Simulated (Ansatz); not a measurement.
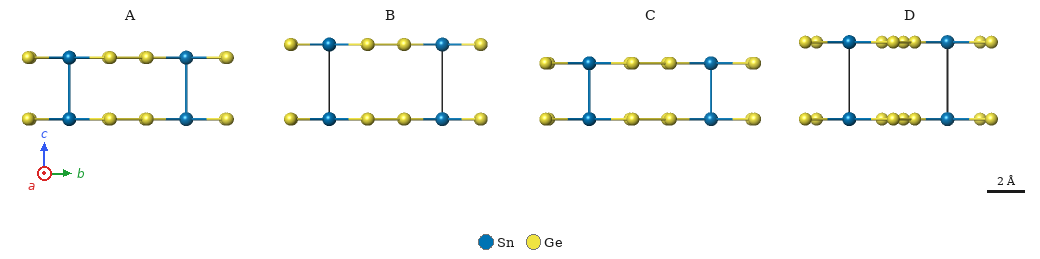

4 geometries from one relaxation of crystalline SnGe$_{5}$ (a generated structure, set up in P-62m) (coarse preliminary run), in shuffled order. A ball-and-stick model of the cell of the calculation, seen along the a axis.

Level of theory: Ansatz, DFT PBE, scalar-relativistic, plane waves, PAW. (plane-wave cutoff 420 eV; k-point mesh 3 × 3 × 4; occupations gaussian; smearing width 0.1 eV; no spin polarisation; cell and atoms relaxed; force threshold 0.04 eV/Å; at most 70 steps)

**Put them in the order of the run, from the start to the converged end.**

D, B, A, C. They are steps 0, 4, 8, 19, at +3598 meV per atom, +249 meV per atom, +79.4 meV per atom relative to the last. After 17 accepted moves (19 points after the start) the energy has fallen by 3598 meV per atom. Largest force component: 7 eV/Å at the start, 0.026 eV/Å at the end. The pressure goes from 72.23 to −0.04 GPa. At 2 points the geometry stayed and the basis and grid were re-selected for the new cell (energy shift of 37.7 meV per atom at most each time). The largest moves relative to the cell, 0.69 Å, are those of Ge atoms. Sn stays in place. Cell: a = b 6.202 → 7.691 Å (+24.0 %), c 4.213 → 3.058 Å (−27.4 %). Volume +11.6 %. Some distances before and after: Sn–Sn 4.213 → 3.058 Å, Ge–Ge 1.819 → 2.474 Å, Ge–Sn 2.780 → 2.755 Å. Among the angles between lasting bonds that change: Ge–Ge–Ge 159.7° → 127.7°, Sn–Ge–Ge 100.2° → 116.2°. The space group stays P-62m (No. 189).

Limits of the set-up: the k-point mesh is coarse for a cell with partly filled bands.
